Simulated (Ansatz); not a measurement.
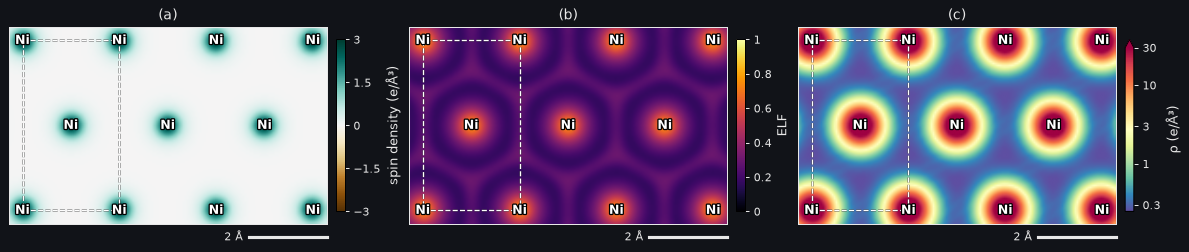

*Ni. (a) spin density; (b) ELF; (c) valence charge density (pseudo) on the (101̄) plane of the conventional cell.*

Space group I4/mmm; changed on purpose from its base cell (zz strain of +2 %, PAW files); computed pressure about −6 GPa in this cell; spin-polarised.

Theory: Ansatz, DFT, PBE, PAW with Ansatz's default frozen-core files, scalar-relativistic.

Core electrons are frozen (PAW), and the valence fields are smoothed inside the atomic spheres.

```
Ni
1.0
     1.76795   -1.76795    0.00000
     1.76795    1.76795    0.00000
     0.00000    0.00000    3.60662
Ni
2
Direct
  0.00000 0.00000 0.00000
  0.50000 0.50000 0.50000
```

Question: What does the map show?

Answer:
- The plane passes through Ni nuclei.
- Ni–Ni (2.50 Å): the density is about 0.31 e/Å³ at the midpoint; the ELF is about 0.25 at the midpoint: no localised pair shows between them.
- Between the atoms the lowest density in this plane is 0.25 e/Å³.
- The features right at Ni lie inside the PAW spheres, where the map follows smoothed inner orbitals and isn't to be read closely.
- The spin density sits on Ni: +0.7 μB (×2) in one cell of 2 atoms: parallel main moments, as they must be, since the calculation's own cell holds one magnetic site. The cell of the calculation (1 atoms) carries 0.6 μB of net spin moment.
